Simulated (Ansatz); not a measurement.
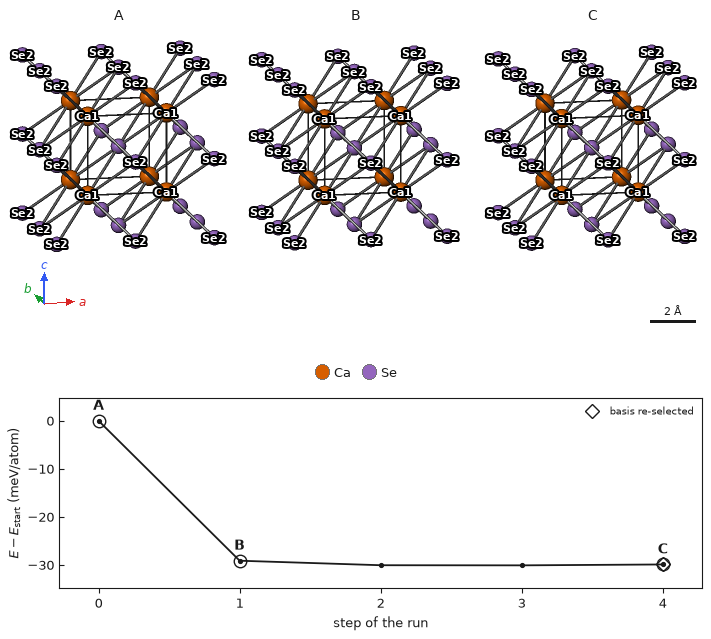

Frames of a relaxation of a crystal of CaSe (built on the CsCl type), marked on the history of the run. Style: ball-and-stick. Shown: the cell of the calculation, slightly off an axis.

These are results of DFT, LDA, plane waves, PAW (Ansatz 0.2.0), not measurements. Settings: plane-wave cutoff 420 eV; k-point mesh 6 × 6 × 6; occupations fermi dirac; smearing width 0.02 eV; no spin polarisation; cell and atoms relaxed; force threshold 0.005 eV/Å.

Q: Describe the path.

A: No atom moves by more than 0.005 Å relative to the cell. Cell: a = b = c 3.651 → 3.547 Å (−2.8 %). Volume −8.3 %. Near-neighbour distances that change, for instance: Ca1–Se2 3.162 → 3.072 Å. The space group stays Pm-3m (No. 221). After 3 accepted moves (4 points after the start) the energy has fallen by 29.9 meV per atom. All forces vanish by symmetry, so only the cell relaxes. The pressure goes from −4.40 to −0.01 GPa. At 1 point the geometry stayed and the basis and grid were re-selected for the new cell (energy shift of 0.2 meV per atom at most each time). The run took 2.3 s on 2 threads of Arm Neoverse V2, with other jobs on the host, peak memory 0.3 GiB. From step 0 to 1: volume −9.7 %, energy −29.1 meV per atom. From step 1 to 4: volume +1.5 %, energy −0.8 meV per atom.

| step | E − E(0), meV/atom | pressure, GPa | volume, Å³/atom | note |
| --- | --- | --- | --- | --- |
| 0 | 0.00 | -4.40 | 24.338 |  |
| 1 | -29.10 | 0.96 | 21.981 |  |
| 2 | -30.04 | -0.13 | 22.369 |  |
| 3 | -30.07 | 0.00 | 22.321 |  |
| 4 | -29.88 | -0.01 | 22.321 | same geometry, new basis |
